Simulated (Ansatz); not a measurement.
Start from this file.

```xyz
6
Lattice="2.7544 0.0000 0.0000 -1.3772 2.3854 0.0000 0.0000 0.0000 9.5131" Properties=species:S:1:pos:R:3 pbc="T T T"
Al    0.0000    0.0000    0.0000
N     0.0000    0.0000    2.3783
Al    1.3772    0.7951    3.1710
N     1.3772    0.7951    5.5493
Al    0.0000    1.5903    6.3421
N     0.0000    1.5903    8.7203
```

> Interpret the file: composition, symmetry and coordination.

The solid is AlN. It takes space group R3m (No. 160) on a rhombohedral (trigonal R) lattice. With Z = 3, the cell contains 3 Al, 3 N. About every Al there are three N in a trigonal pyramidal arrangement at 1.78 Å. Each N atom is coordinated by three Al in a trigonal pyramidal arrangement at 1.78 Å. The bonds build AlN layers parallel to (001).

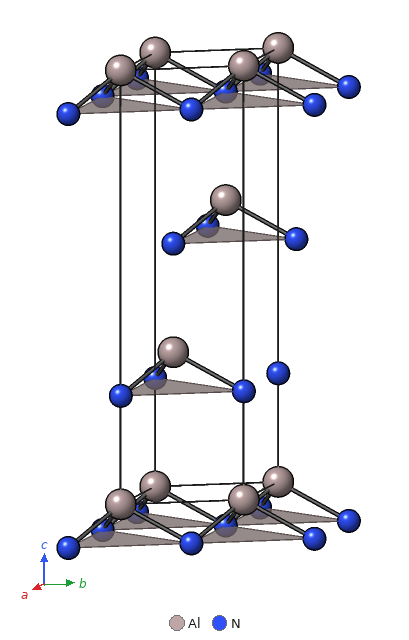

Structure drawing (polyhedral), viewed slightly off an axis. The lines enclose the conventional unit cell; boundary atoms appear with their images. A few atoms beyond the faces are included.

The structure comes from a structure listed in the Materials Project. The cell was then strained or its atoms displaced on purpose. A calculation with Ansatz used it as input.

At this level of theory the cell isn't at rest (compressed, at 27 GPa), so its distances can differ from those at equilibrium, the more so the softer the solid.
